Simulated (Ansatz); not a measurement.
System: Ta₂Si, space group I4/mcm (No. 140), 6 atoms in the cell.

```cif
data_structure
_symmetry_space_group_name_H-M 'P 1'
_symmetry_Int_Tables_number 1
_cell_length_a 5.0179
_cell_length_b 5.0179
_cell_length_c 5.0179
_cell_angle_alpha 104.607
_cell_angle_beta 104.607
_cell_angle_gamma 119.712
_cell_volume 94.90
loop_
_atom_site_label
_atom_site_type_symbol
_atom_site_fract_x
_atom_site_fract_y
_atom_site_fract_z
_atom_site_occupancy
Ta1 Ta 0.66307 0.83693 0.50000 1
Ta2 Ta 0.83693 0.33693 0.17387 1
Ta3 Ta 0.33693 0.16307 0.50000 1
Ta4 Ta 0.16307 0.66307 0.82613 1
Si1 Si 0.25000 0.25000 0.00000 1
Si2 Si 0.75000 0.75000 0.00000 1
```

Ansatz; DFT PBEsol, scalar-relativistic, plane waves, PAW, no spin polarisation, 10×10×10 k mesh, Gaussian smearing of 0.1 eV.

What does the calculation give for the electronic structure? The path is Γ–X–M–Γ–Z|Z0–M|X–P–N–Γ.

A metal: 3 bands cross the Fermi level along this path. The last band that the electron count would fill rises to 0.37 eV above the Fermi level between M and Γ, leaving holes there, and the next band dips to 0.51 eV below it between Z0 and M, holding electrons: an overlap of 0.88 eV. At P the nearest levels lie 1.10 eV below and 0.78 eV above the Fermi level. The density of states at the Fermi level is about 3.4 per eV and cell (mean within 0.25 eV), or 0.57 per atom.

Spin-orbit coupling is left out, which matters for Ta.

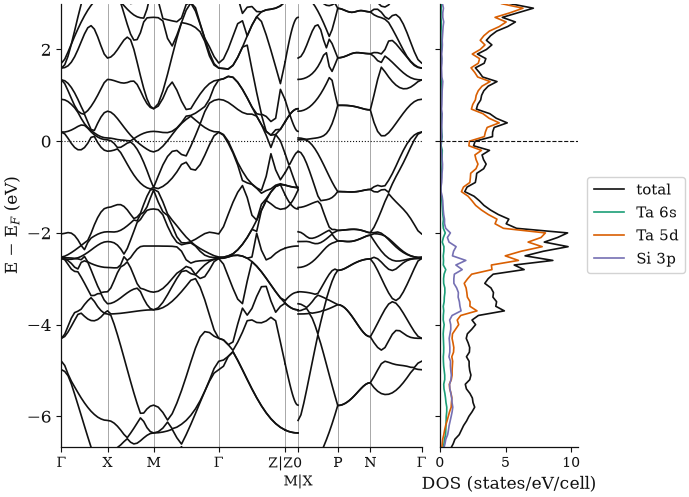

Band structure and density of states. Energies are counted from the Fermi level. The partial curves are projected on Löwdin-orthogonalised atomic shells.
